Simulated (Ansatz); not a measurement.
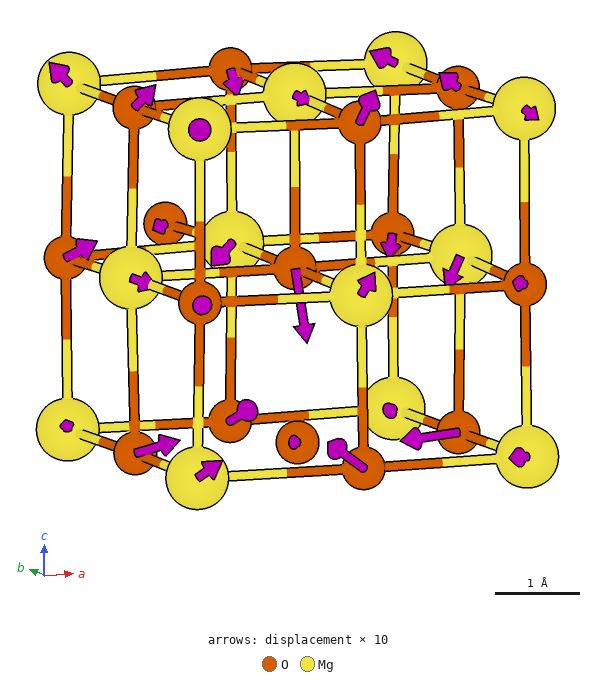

A relaxation of a defect cell of composition O₃₃Mg₃₁ (cell charge +2). The starting structure is drawn; purple arrows show the displacements, magnified 10 times.

The picture is a ball-and-stick view of the atoms within 4.2 Å of the atom that moves most (axes of the cell of the calculation), seen slightly off an axis.

All numbers below come from Ansatz 0.2.0, DFT, PBEsol, PAW, plane waves. Set-up: plane-wave cutoff 420 eV; k-point mesh 1 × 1 × 1; mesh shifted by (0.25, 0.25, 0.25); no spin polarisation; atoms relaxed in a fixed cell; force threshold 0.03 eV/Å; at most 80 steps.

Q: Describe the change and its energy.

A: After 4 geometry steps the energy has fallen by 0.569 eV per cell of the calculation. The largest force component goes from 0.86 to 0.021 eV/Å. An O atom moves most: 0.093 Å roughly along [0 −1 −3]. Largest moves by element: O 0.093 Å, Mg 0.051 Å. The cell stays as it was. Near-neighbour distances that change, for instance: Mg–O 2.110 → 2.192 Å, Mg–O 2.164 → 2.096 Å, Mg–O 2.039 → 2.103 Å, Mg–O 2.126 → 2.073 Å. Among the angles between lasting bonds that change: O–Mg–O 91.4° → 85.5°, Mg–O–Mg 91.0° → 87.7°, Mg–O–Mg 178.6° → 175.4°. Cost: 4.3 s on 1 × NVIDIA GB300 Max-Q with 8 threads of Arm Neoverse-V2, peak memory 1.7 GiB.

Limits of the set-up: the periodic images lie only 8.4 Å apart, so the values are limited by the cell's size; the cell is charged, on a uniform background, and energies carry no finite-size correction.
